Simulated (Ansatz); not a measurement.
# Single-point calculation of Si₃₂C₃₃ (charge +1) (part 1 of 2)

Si₃₂C₃₃ (defect cell, 65 atoms in the cell, total charge +1), computed with DFT, r2SCAN, PAW, plane waves (Ansatz 0.2.0).

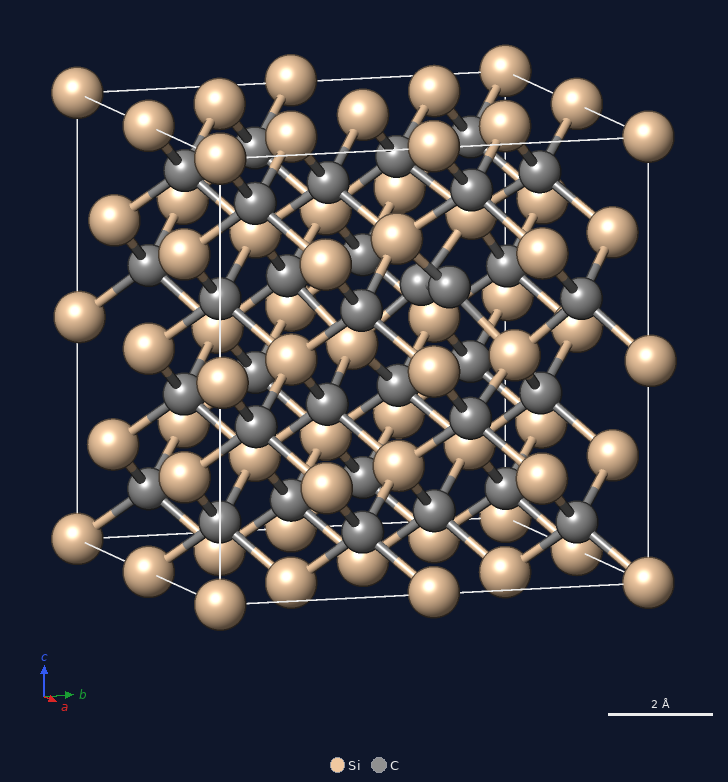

The structure (ball-and-stick view of the cell of the calculation, seen slightly off an axis). Near neighbours in the crystal (not all of them lie inside the picture): Si has 4 C at 1.81 to 1.91 Å; C has 4 Si at 1.84 to 1.91 Å; C has 1 C at 1.32 Å and 2 Si at 1.81 to 1.85 Å.

Input
```yaml
crystal:
  lattice:
    - [8.713706, 0.000000, 0.000000]
    - [0.000000, 8.713706, 0.000000]
    - [0.000000, 0.000000, 8.713706]
  atoms:
    - { symbol: Si, position: [0.999821, 0.000429, 0.000580] }
    - { symbol: Si, position: [0.003531, 0.004546, 0.498324] }
    - { symbol: Si, position: [0.003465, 0.498175, 0.004625] }
    - { symbol: Si, position: [0.002394, 0.498953, 0.499105] }
    - { symbol: Si, position: [0.499986, 0.000237, 0.000372] }
    - { symbol: Si, position: [0.500423, 0.000529, 0.500681] }
    - { symbol: Si, position: [0.500476, 0.500568, 0.000558] }
    - { symbol: Si, position: [0.474843, 0.483516, 0.483955], spin: 0.167 }
    - { symbol: Si, position: [0.250689, 0.249013, 0.000422] }
    - { symbol: Si, position: [0.247064, 0.245486, 0.498559] }
    - { symbol: Si, position: [0.248164, 0.750984, 0.004179] }
    - { symbol: Si, position: [0.247067, 0.751469, 0.498457] }
    - { symbol: Si, position: [0.750584, 0.249227, 0.000770] }
    - { symbol: Si, position: [0.749930, 0.249901, 0.501009] }
    - { symbol: Si, position: [0.750097, 0.749079, 0.999895] }
    - { symbol: Si, position: [0.774146, 0.763637, 0.488973], spin: 0.167 }
    - { symbol: Si, position: [0.250685, 0.000280, 0.249129] }
    - { symbol: Si, position: [0.248124, 0.004127, 0.751103] }
    - { symbol: Si, position: [0.247153, 0.498435, 0.245655] }
    - { symbol: Si, position: [0.247047, 0.498295, 0.751561] }
    - { symbol: Si, position: [0.750568, 0.000617, 0.249364] }
    - { symbol: Si, position: [0.750134, 0.999838, 0.749216] }
    - { symbol: Si, position: [0.749869, 0.500901, 0.250137] }
    - { symbol: Si, position: [0.774204, 0.488537, 0.763518], spin: 0.167 }
    - { symbol: Si, position: [0.999582, 0.249390, 0.249515] }
    - { symbol: Si, position: [0.002083, 0.246297, 0.751247] }
    - { symbol: Si, position: [0.002018, 0.751096, 0.246489] }
    - { symbol: Si, position: [0.004213, 0.751628, 0.751713] }
    - { symbol: Si, position: [0.499926, 0.248285, 0.248394] }
    - { symbol: Si, position: [0.500868, 0.249436, 0.749593] }
    - { symbol: Si, position: [0.500918, 0.749440, 0.249650] }
    - { symbol: Si, position: [0.475257, 0.762291, 0.762171], spin: 0.167 }
    - { symbol: C, position: [0.125391, 0.125156, 0.125292] }
    - { symbol: C, position: [0.125331, 0.125688, 0.625816] }
    - { symbol: C, position: [0.125335, 0.625697, 0.125802] }
    - { symbol: C, position: [0.125729, 0.625165, 0.625274] }
    - { symbol: C, position: [0.625572, 0.124711, 0.124848] }
    - { symbol: C, position: [0.625577, 0.125082, 0.625295] }
    - { symbol: C, position: [0.625579, 0.625168, 0.125207] }
    - { symbol: C, position: [0.547306, 0.621093, 0.621178], spin: 0.167 }
    - { symbol: C, position: [0.376131, 0.374528, 0.124443] }
    - { symbol: C, position: [0.367937, 0.367989, 0.626768] }
    - { symbol: C, position: [0.376638, 0.875569, 0.126063] }
    - { symbol: C, position: [0.368315, 0.881764, 0.623284] }
    - { symbol: C, position: [0.874637, 0.374921, 0.126354] }
    - { symbol: C, position: [0.881293, 0.369948, 0.624691] }
    - { symbol: C, position: [0.874453, 0.875582, 0.124336] }
    - { symbol: C, position: [0.884200, 0.882452, 0.626565] }
    - { symbol: C, position: [0.376087, 0.124359, 0.374606] }
    - { symbol: C, position: [0.376614, 0.125908, 0.875755] }
    - { symbol: C, position: [0.368126, 0.626587, 0.368355] }
    - { symbol: C, position: [0.368422, 0.623218, 0.881698] }
    - { symbol: C, position: [0.874677, 0.126169, 0.375005] }
    - { symbol: C, position: [0.874480, 0.124214, 0.875760] }
    - { symbol: C, position: [0.881118, 0.624639, 0.370315] }
    - { symbol: C, position: [0.884076, 0.626388, 0.882406] }
    - { symbol: C, position: [0.125846, 0.373794, 0.373884] }
    - { symbol: C, position: [0.124604, 0.373290, 0.877019] }
    - { symbol: C, position: [0.124601, 0.876872, 0.373405] }
    - { symbol: C, position: [0.127066, 0.876970, 0.877085] }
    - { symbol: C, position: [0.624177, 0.375747, 0.375959] }
    - { symbol: C, position: [0.627112, 0.377099, 0.873760] }
    - { symbol: C, position: [0.627110, 0.873657, 0.377331] }
    - { symbol: C, position: [0.623595, 0.872644, 0.872728] }
    - { symbol: C, position: [0.696808, 0.636756, 0.636997], spin: 0.167 }
  symmetry: { detect: false }
kpoints:
  mp_grid: { grid: [1, 1, 1], shift: [0.25, 0.25, 0.25] }
hamiltonian:
  xc: r2scan
total_charge: 1
magnetization:
  spin_polarized: true
scf:
  occupations: { method: fermi_dirac, width: 0.01 }
output:
  forces: true
  eigenvalues: true
  populations: true
  charged_corrections: { epsilon: 9.7 }
  eigenstates: { kpoints: [[0.25, 0.25, 0.25]], e_range: [-6.0, 6.0], localisation: true }
```

What the program printed
```
Pseudopotentials: kind: paw
Functional definition: r2SCAN
  parameter k0 = 0.174
  parameter k1 = 0.065
  parameter a1 = 4.9479
  exchange = r2scan_x(k0 = k0, k1 = k1, a1 = a1)
  correlation = r2scan_c
Crystal: 65 atoms, lattice volume = 661.620 Å³
Basis set: ecut = 500 eV, 16831 PW (Γ), exchange–correlation on 256×256×256 points (64 copies of the dense FFT grid, shifted against one another)
Bands: 196, of which v1, the nominal top of the filled ones, is band 130 counted from 1 (129 counted from 0)
Symmetry: 1 space group operations
k-points: 1
Non-local potential: Si, projectors of the file, l = 0: 2, l = 1: 2, l = 2: 2
Non-local potential: C, projectors of the file, l = 0: 2, l = 1: 2, l = 2: 1
PAW form: soft (Blöchl's): semilocal exchange-correlation on the pseudo side does not see the compensation charge
PAW frozen core: Si, regenerated for the run's functional (the file was generated under x = pbe(κ = 0.804, μ = 0.2195149727645171), c = pbe(β = 0.06672455060314922))
PAW frozen core: C, regenerated for the run's functional (the file was generated under x = pbe(κ = 0.804, μ = 0.2195149727645171), c = pbe(β = 0.06672455060314922))
PAW one-centre angular grid: Si, 302 points (default); XC on 160 Gauss nodes
PAW one-centre angular grid: C, 302 points (default); XC on 239 of its mesh's 2573 points in the sphere
Initial density: superposition of atomic densities (chi_scale 0.1, normalization cell)
Starting moments: Σ|m| = 1.002 μB on 6 of 65 sites
Initial wavefunctions: pseudopotential atomic-orbital guess
Functional: x = r2scan, c = r2scan; τ floored in thin density (d = 2e-4 eV/Å³)
SCF iter   1: F=—  HF=-28823.022871 eV  |F-HF|=—  |Δ(HF+E_count)|=         —  Δρ=7.52e-2 (↑7.52e-2 ↓7.44e-2)  dr2=1.80e2  dr2_τ=4.92e0  dr2_m=1.76e-1  M=1.000 μB ∫|m|=1.055 μB  β_m=0.30  ethr=3.10e-3  ⟨swp⟩=6.0  Hψ=1730  notcnv=0  defer=67
preconditioner: auto → Resta (q_TF=auto, 2.333 Å⁻¹)  ε∞=3.9  [insulator: Δε(μ)=0.147 eV  Ē_g=13.720 eV  σ=0.010 eV  W_gap=1.00  n_scr=146 (ndim 8)  ℏωp=23.2 eV  f_vac=0.000  D(μ)=0.13/eV (n_scr^D=0)  ε∞_Penn≈3.9]
spin=Collinear: Resta preconditioning applied to the charge; magnetization (m = ρ↑ − ρ↓) channel mixes plain (no charge-response kernel on spin).
SCF iter   2: F=—  HF=-28789.305888 eV  |F-HF|=—  |Δ(HF+E_count)|=    3.37e1  Δρ=4.40e-2 (↑4.40e-2 ↓4.35e-2)  dr2=6.00e1  dr2_τ=4.12e-1  dr2_m=9.61e-2  M=1.000 μB ∫|m|=1.068 μB  β_m=0.30  ethr=3.10e-3  ⟨swp⟩=3.0  Hψ=734  notcnv=0  defer=121  κ⁻¹=1.0e0(r=1)
SCF iter   3: F=—  HF=-28777.047474 eV  |F-HF|=—  |Δ(HF+E_count)|=    1.23e1  Δρ=1.52e-2 (↑1.50e-2 ↓1.52e-2)  dr2=3.45e0  dr2_τ=3.01e-1  dr2_m=4.20e-2  M=1.000 μB ∫|m|=1.074 μB  β_m=0.30  ethr=3.10e-3  ⟨swp⟩=3.5  Hψ=555  notcnv=0  defer=121  κ⁻¹=3.7e-3(r=2)
SCF iter   4: F=—  HF=-28778.549797 eV  |F-HF|=—  |Δ(HF+E_count)|=    1.50e0  Δρ=5.19e-3 (↑4.95e-3 ↓5.19e-3)  dr2=3.89e-1  dr2_τ=4.41e-3  dr2_m=2.49e-2  M=1.000 μB ∫|m|=1.080 μB  β_m=0.30  ethr=1.33e-3  ⟨swp⟩=3.0  Hψ=723  notcnv=0  defer=121  κ⁻¹=1.9e-4(r=3)
SCF iter   5: F=—  HF=-28778.612613 eV  |F-HF|=—  |Δ(HF+E_count)|=   6.28e-2  Δρ=2.55e-3 (↑2.55e-3 ↓2.38e-3)  dr2=4.66e-2  dr2_τ=1.87e-3  dr2_m=1.75e-2  M=1.000 μB ∫|m|=1.091 μB  β_m=0.30  ethr=1.50e-4  ⟨swp⟩=2.0  Hψ=542  notcnv=0  defer=121  κ⁻¹=7.6e-5(r=4)
SCF iter   6: F=—  HF=-28778.613923 eV  |F-HF|=—  |Δ(HF+E_count)|=   1.31e-3  Δρ=1.55e-3 (↑1.55e-3 ↓1.49e-3)  dr2=6.43e-3  dr2_τ=2.05e-4  dr2_m=1.17e-2  M=1.000 μB ∫|m|=1.103 μB  β_m=0.30  ethr=1.80e-5  ⟨swp⟩=3.0  Hψ=548  notcnv=0  defer=121  κ⁻¹=4.4e-6(r=5)
SCF iter   7: F=—  HF=-28778.626640 eV  |F-HF|=—  |Δ(HF+E_count)|=   1.27e-2  Δρ=1.24e-3 (↑1.24e-3 ↓1.17e-3)  dr2=2.69e-3  dr2_τ=6.84e-5  dr2_m=7.53e-3  M=1.000 μB ∫|m|=1.113 μB  β_m=0.30  ethr=2.48e-6  ⟨swp⟩=2.5  Hψ=634  notcnv=0  defer=121  κ⁻¹=1.9e-6(r=6)
SCF iter   8: F=—  HF=-28778.634836 eV  |F-HF|=—  |Δ(HF+E_count)|=   8.20e-3  Δρ=9.06e-4 (↑9.06e-4 ↓9.01e-4)  dr2=2.76e-4  dr2_τ=3.15e-5  dr2_m=4.89e-3  M=1.000 μB ∫|m|=1.122 μB  β_m=1.20  ethr=1.04e-6  ⟨swp⟩=2.5  Hψ=644  notcnv=0  defer=121
Mixer restart at iter 8: flushing history
spin-set hold released at iteration 8 (site moments contracting): the magnetisation degrees of freedom join the quasi-Newton model from the next iteration; the mixer history was flushed
SCF iter   9: F=—  HF=-28778.648020 eV  |F-HF|=—  |Δ(HF+E_count)|=   1.32e-2  Δρ=2.96e-4 (↑2.15e-4 ↓2.96e-4)  dr2=5.90e-4  dr2_τ=5.32e-5  dr2_m=2.96e-4  M=1.000 μB ∫|m|=1.157 μB  β_m=1.20  ethr=1.06e-7  ⟨swp⟩=4.5  Hψ=1040  notcnv=0  defer=121  κ⁻¹=1.0e0(r=1)
SCF iter  10: F=—  HF=-28778.648679 eV  |F-HF|=—  |Δ(HF+E_count)|=   6.59e-4  Δρ=1.24e-4 (↑1.24e-4 ↓1.13e-4)  dr2=3.18e-4  dr2_τ=3.87e-6  dr2_m=1.49e-5  M=1.000 μB ∫|m|=1.168 μB  β_m=1.20  ethr=1.06e-7  ⟨swp⟩=3.0  Hψ=800  notcnv=0  defer=121  κ⁻¹=6.0e-2(r=2)
SCF iter  11: F=—  HF=-28778.648968 eV  |F-HF|=—  |Δ(HF+E_count)|=   2.88e-4  Δρ=6.81e-5 (↑6.81e-5 ↓6.71e-5)  dr2=9.76e-5  dr2_τ=3.35e-7  dr2_m=3.28e-7  M=1.000 μB ∫|m|=1.172 μB  β_m=1.20  ethr=1.06e-7  ⟨swp⟩=2.5  Hψ=535  notcnv=0  defer=121  κ⁻¹=8.3e-3(r=3)
SCF iter  12: F=—  HF=-28778.649482 eV  |F-HF|=—  |Δ(HF+E_count)|=   5.14e-4  Δρ=3.53e-5 (↑2.84e-5 ↓3.53e-5)  dr2=1.96e-5  dr2_τ=1.40e-7  dr2_m=3.53e-7  M=1.000 μB ∫|m|=1.173 μB  β_m=1.20  ethr=3.77e-8  ⟨swp⟩=2.5  Hψ=591  notcnv=0  defer=121  κ⁻¹=2.2e-3(r=4)
SCF iter  13: F=—  HF=-28778.649501 eV  |F-HF|=—  |Δ(HF+E_count)|=   1.98e-5  Δρ=1.01e-5 (↑1.01e-5 ↓1.01e-5)  dr2=1.68e-6  dr2_τ=1.59e-8  dr2_m=1.21e-7  M=1.000 μB ∫|m|=1.172 μB  β_m=1.20  ethr=7.56e-9  ⟨swp⟩=3.0  Hψ=564  notcnv=0  defer=121  κ⁻¹=2.7e-4(r=5)
SCF iter  14: F=—  HF=-28778.649502 eV  |F-HF|=—  |Δ(HF+E_count)|=   6.29e-7  Δρ=6.61e-6 (↑6.61e-6 ↓5.65e-6)  dr2=6.90e-7  dr2_τ=4.28e-9  dr2_m=1.48e-8  M=1.000 μB ∫|m|=1.172 μB  β_m=1.20  ethr=6.50e-10  ⟨swp⟩=2.0  Hψ=530  notcnv=0  defer=121  κ⁻¹=7.2e-5(r=6)
SCF iter  15: F=—  HF=-28778.649503 eV  |F-HF|=—  |Δ(HF+E_count)|=   3.98e-7  Δρ=3.53e-6 (↑3.18e-6 ↓3.53e-6)  dr2=1.78e-7  dr2_τ=1.06e-9  dr2_m=4.16e-9  M=1.000 μB ∫|m|=1.172 μB  β_m=1.20  ethr=2.66e-10  ⟨swp⟩=3.0  Hψ=532  notcnv=0  defer=121  κ⁻¹=1.6e-5(r=7)
SCF iter  16: F=—  HF=-28778.649503 eV  |F-HF|=—  |Δ(HF+E_count)|=   1.30e-7  Δρ=1.52e-6 (↑1.10e-6 ↓1.52e-6)  dr2=2.94e-8  dr2_τ=1.93e-10  dr2_m=1.59e-9  M=1.000 μB ∫|m|=1.172 μB  β_m=1.20  ethr=3.86e-11  ⟨swp⟩=15.0  Hψ=2700  notcnv=0  κ⁻¹=4.1e-6(r=8)
SCF iter  17: F=-28778.649503 eV  HF=-28778.649503 eV  |F-HF|=4.41e-9  |Δ(HF+E_count)|=   1.77e-8  Δρ=4.95e-7 (↑4.91e-7 ↓4.95e-7)  dr2=4.84e-9  dr2_τ=3.22e-11  dr2_m=2.22e-10  M=1.000 μB ∫|m|=1.172 μB  ethr=1.13e-11  ⟨swp⟩=3.0  Hψ=918  notcnv=0
SCF 1 converged in 17 iterations: F = -28778.649503 eV  dr2 = 4.84e-9
  greatest PAW one-centre occupation: 0.729 electrons in one spin orbital (limit 2), on the C atom at site 64 (counted from 0), in its partial waves of l = 0
```

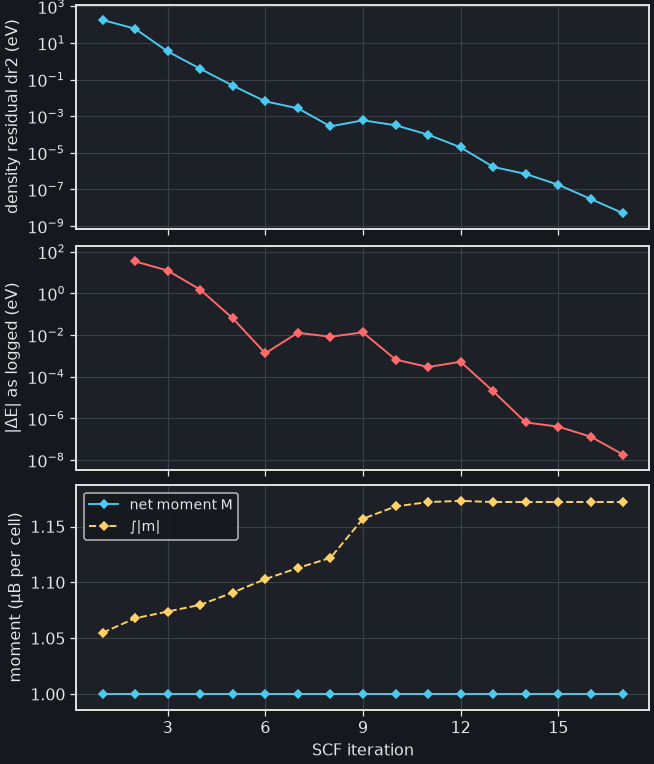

Convergence of the self-consistent field: density residual dr2, size of the energy change and magnetic moment against the SCF iteration. The residual comes down, with one marked jump up, by a factor of about 2, at step 9. The net moment stays at 1.0 μB per cell.

```
this state was not tested for a lower state beside it, because the mixer in use, unlike msr1, does not test its closes by its own steps (another_mixer; see scf.mixing.algorithm and scf.lower_state_search)
NSCF: frozen V_eff on 1 k-points
SCF converged after 17 iterations
Magnetization: 1.0000 μB (130.0000 up, 129.0000 down)
Absolute magnetization: 1.1747 μB (∫|ρ↑−ρ↓|, with the PAW one-centre terms)
Spin contamination: 0.0074 ħ² per cell (⟨S²⟩ above its minimum at these occupations)
Per-site moments (μB) at R_I (Å): [(0.0001492975126810303, 0.7760343855739281), (0.002674941964253077, 0.7674922008354732), (0.0025532024275128663, 0.7678052790363518), (0.000904811390620804, 0.7758041498684791), (0.0015321176875691728, 0.7754524920346377), (0.0004599819705655241, 0.7758347420690146), (0.00044942396739245164, 0.7759998902186975), (0.02152220999664267, 0.7454248168378637), (0.00012
Free energy (F): -28778.649503 eV
Harris-Foulkes:  -28778.649503 eV  (|F-HF|=4.41e-9)
Internal energy: -28778.649503 eV  (E = F + TS)
E sigma→0 (E₀):  -28778.649503 eV
Fermi energy:    11.060346 eV
--- Per-component energies (eV) ---
  E_band       = 837.594818
  E_kinetic    = 4448.108186
  E_local      = -3432.461182  (includes V_loc(G=0)·N_el)
  E_nonlocal   = 1643.115538
  E_hartree    = 1076.386213
  E_xc         = -3286.448741
  E_vxc        = -3855.414720  (∫ρ·V_xc dr)
  E_paw        = -19950.811363  (= ΣΔE_a)
  E_vpaw       = -299.910571  (= ΣTr[D̂ρ^β])
  E_aug_tail   = 0.000270  (compensation charges beyond the density's cutoff)
  E_vtau       = 181.384792  (kinetic-family band-sum trace: ∫τ·v_τ [+ j·A + Jᵃ·Aᵃ] dr)
  E_ewald      = -9273.275034
  E_core_change = -3.263389  (= ΣΔE_core)
  E_smearing   = -0.000000  (= −TS)
  E_closure    = -0.000000  (closes the sum)
  E_deformation_potential = 18.271825  (in the stress; not in F)
  Σ components = -28778.649503   (vs F -28778.649503, Δ=0.00e0)
```
